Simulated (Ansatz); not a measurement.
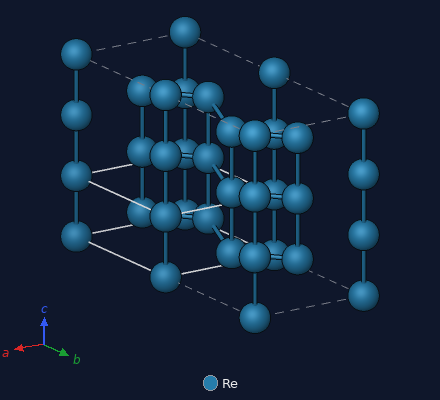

Re (P6/mmm, No. 191): the geometry relaxed with Ansatz, DFT PBE, scalar-relativistic, plane waves, PAW; the starting structure was generated, so it need not be a known form of this composition.

```cif
data_structure
_symmetry_space_group_name_H-M 'P 1'
_symmetry_Int_Tables_number 1
_cell_length_a 4.3795
_cell_length_b 4.3795
_cell_length_c 2.7445
_cell_angle_alpha 90.000
_cell_angle_beta 90.000
_cell_angle_gamma 120.000
_cell_volume 45.59
loop_
_atom_site_label
_atom_site_type_symbol
_atom_site_fract_x
_atom_site_fract_y
_atom_site_fract_z
_atom_site_occupancy
Re1 Re 0.00000 0.00000 0.00000 1
Re2 Re 0.33333 0.66667 0.50000 1
Re3 Re 0.66667 0.33333 0.50000 1
```

What will an integrated-DPC-like image along [201] show? Simulated as the projected potential of neutral atoms (B = 0.5 Å²) blurred by a 0.54 Å probe, the thin-sample limit of integrated differential phase contrast. The display is stretched by a gamma of 0.65; percentages refer to the linear signal. Shot noise was added.

Answer. The columns repeat on a centred rectangular net of 1.31 × 2.53 Å (plane group c2mm). All columns are alike (Re). The shortest distance between visible columns is 1.31 Å in projection. Along the beam the structure repeats every 9.18 Å.

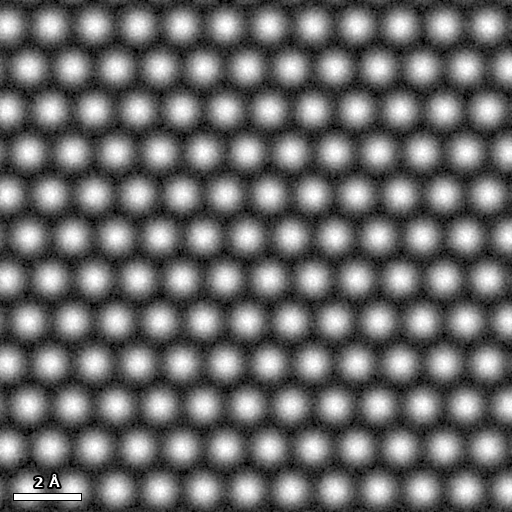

The simulated image.
